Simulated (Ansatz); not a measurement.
Br (P6/mmm, No. 191): coordinates from a relaxation with Ansatz, DFT r2SCAN, scalar-relativistic, plane waves, PAW; the starting structure was generated, so it need not be a known form of this composition.

```
Br
1.0
     6.56750    0.00000    0.00000
    -3.28375    5.68763    0.00000
     0.00000    0.00000    2.58300
Br
3
Direct
  0.00000 0.00000 0.00000
  0.33333 0.66667 0.50000
  0.66667 0.33333 0.50000
```

**What will an iDPC-like image along [210] show? Simulated as the projected potential of neutral atoms (B = 0.5 Å²) blurred by a 0.58 Å probe, the thin-sample limit of integrated differential phase contrast. The display is stretched by a gamma of 0.8; percentages refer to the linear signal.**

The columns repeat on a rectangular net of 2.58 × 3.28 Å (plane group p2mm). The brightest columns hold 2 Br per repeat; in falling brightness follow 1 Br (about 55 %). Brightness is counted from the darkest point of the image. The closest visible columns (Br and Br) are 1.29 Å apart in projection. Along the beam the structure repeats every 11.38 Å.

```json
{"column": "Br", "atoms along the beam per repeat": "2 Br", "peak brightness": "100 %"}
{"column": "Br", "atoms along the beam per repeat": "1 Br", "peak brightness": "55 %"}
```

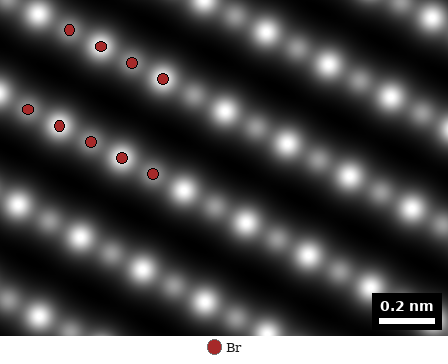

The simulated image, with the columns of the model marked in one corner.
